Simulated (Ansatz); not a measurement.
The compound is MoS₂ (space group P6_3/mmc, No. 194), taken as the end point of a relaxation with Ansatz 0.2.0, DFT PBE+D3(BJ), scalar-relativistic, plane waves, PAW.

```
CELL_PARAMETERS angstrom
3.14917 0.00000 0.00000
-1.57458 2.72726 0.00000
0.00000 0.00000 12.08985
ATOMIC_POSITIONS crystal
Mo 0.33333 0.66667 0.25000
Mo 0.66667 0.33333 0.75000
S 0.33333 0.66667 0.62049
S 0.66667 0.33333 0.12049
S 0.33333 0.66667 0.87951
S 0.66667 0.33333 0.37951
```

Describe the stacking along c, with columns A (0, 0), B (1/3, 2/3), C (2/3, 1/3) of the hexagonal mesh.

S(C) – Mo(B) – S(C) – S(B) – Mo(C) – S(B) (six layers in 12.09 Å).

S layers alone: CCBB, a sequence in which some neighbouring layers lie directly above each other.

Mo: two trigonal-prismatic sites (per hexagonal cell). Two of the four gaps between S layers are empty, 2.91 Å wide.

Polytype symbol 2H, the symbol of a layered MX2 polytype (number of slabs in the repeat and lattice).

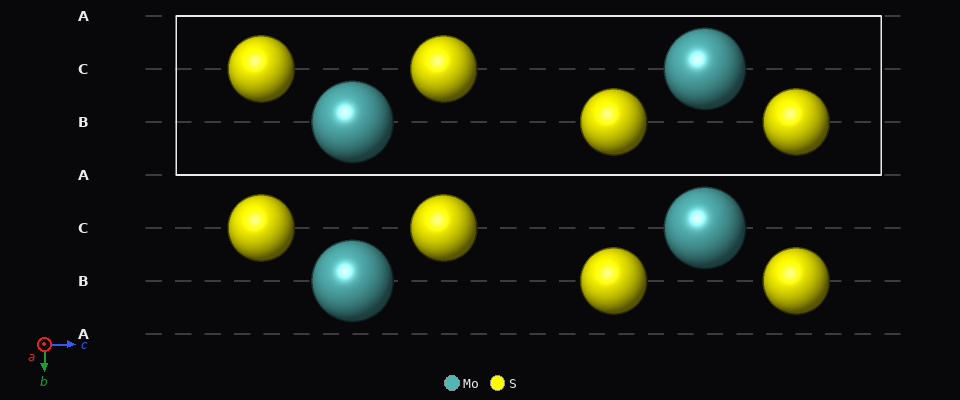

Projection along an edge of the hexagonal mesh, stacking direction c to the right. The dashed lines mark the three columns A (0, 0), B (1/3, 2/3) and C (2/3, 1/3). The sequence starts with the first layer at or above the cell's origin.
